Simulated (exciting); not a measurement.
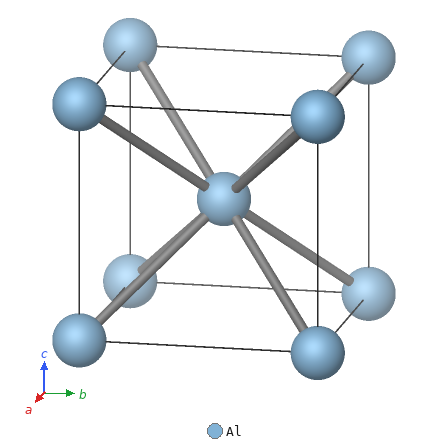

System: Al, space group Im-3m (No. 229). The picture shows the conventional cell.

Starting cell:
```xyz
1
Lattice="-1.5912 1.5912 1.5912 1.5912 -1.5912 1.5912 1.5912 1.5912 -1.5912" Properties=species:S:1:pos:R:3 pbc="T T T"
Al    0.0000    0.0000    0.0000
```

Method: all-electron LAPW DFT, no spin polarisation; energies at scaled volumes of the given cell, shape and fractions fixed, counted from the fit's minimum, third-order Birch-Murnaghan fit (exciting sodium). Level: PBEsol.

```csv
setting,value
k mesh,12×12×12
occupations,Fermi–Dirac
smearing width,0.05 eV
potentials,"all electron LAPW+lo, shipped species files"
program settings,rgkmax 7.5
```

Predict the energy against volume. The volume takes the values 15.15, 15.47, 15.79, 16.12, 16.44, 16.76, 17.08 Å³/atom.

A third-order Birch–Murnaghan fit gives V0 = 16.60 Å³/atom, B0 = 73.1 GPa and B′ = 3.9. The energy is 33.60 meV/atom at volume 15.15 Å³/atom and 2.99 meV/atom at 17.08 Å³/atom; the lowest computed point is at volume 16.44 Å³/atom (0.40 meV/atom), in a single well.

```tsv
volume (Å³/atom)	energy (meV/atom)
15.15	33.60
15.47	19.78
15.79	9.74
16.12	3.28
16.44	0.40
16.76	0.43
17.08	2.99
```

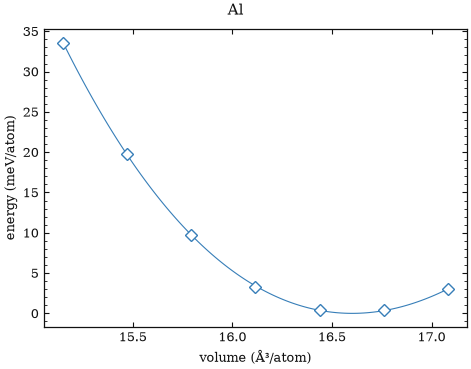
